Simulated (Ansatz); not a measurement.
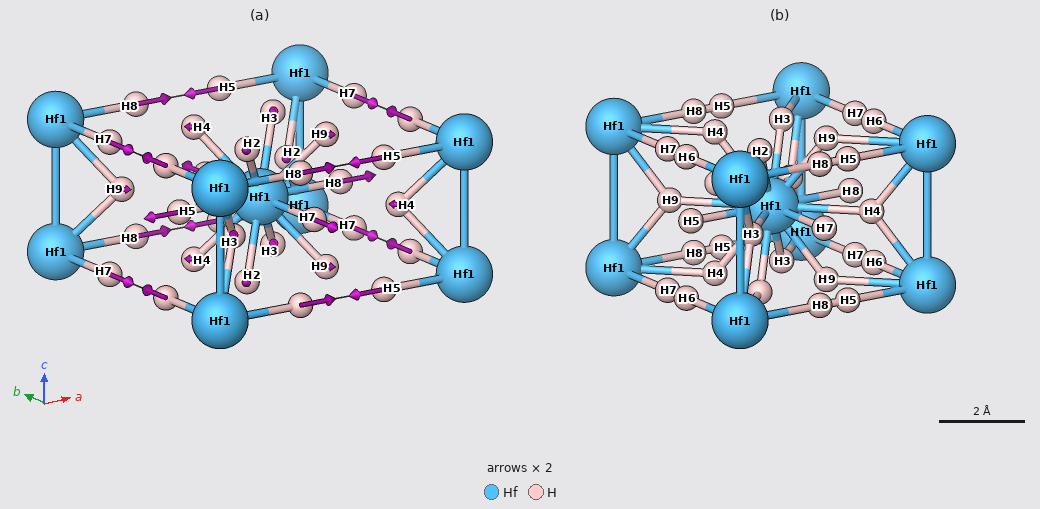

The structure of a crystal of HfH8 (a generated structure, set up in I4/mmm) (coarse preliminary run) before (left) and after (right) a relaxation, at one scale. The purple arrows give the displacements (the part carried along by the change of the cell is left out), magnified 2 times.

The picture is a ball-and-stick view of the conventional cell (2 times the calculation's cell), seen from a free direction. Lengths and directions refer to the drawn axes.

These are results of DFT PBE, scalar-relativistic, plane waves, PAW in Ansatz 0.2.0, not measurements. Set-up: plane-wave cutoff 420 eV; k-point mesh 6 × 6 × 6; occupations gaussian; smearing width 0.1 eV; no spin polarisation; cell and atoms relaxed; force threshold 0.04 eV/Å; at most 70 steps.

Summarise the run.

After 15 accepted moves (18 points after the start) the energy has fallen by 484 meV per atom. The largest force component goes from 0.83 to 0.015 eV/Å. The pressure goes from −17.10 to 0.00 GPa. The line search rejected the trial step at point 11 of the run. At 2 points the geometry stayed and the basis and grid were re-selected for the new cell (energy shift of 1.3 meV per atom at most each time). The largest moves relative to the cell, 0.51 Å, are those of H5, H6, H7 and H8. H5 goes along −a. Hf stays in place. Cell: a = b 6.934 → 5.318 Å (−23.3 %), c 3.245 → 3.468 Å (+6.9 %). Volume −37.2 %. Near-neighbour distances that change, for instance: H5–H8 2.368 → 0.793 Å, Hf1–H2 3.316 → 2.422 Å, Hf1–Hf1 3.245 → 3.468 Å, Hf1–H2 (another image) 2.270 → 2.190 Å. New bonds form, among them: Hf1–H2 (3.32 → 2.42 Å), Hf1–H3 (3.32 → 2.42 Å), Hf1–H4 (3.32 → 2.42 Å), Hf1–H9 (3.32 → 2.42 Å). Bond angles that change, for instance: Hf1–H4–Hf1 91.3° → 104.7°. The space group stays I4/mmm (No. 139).
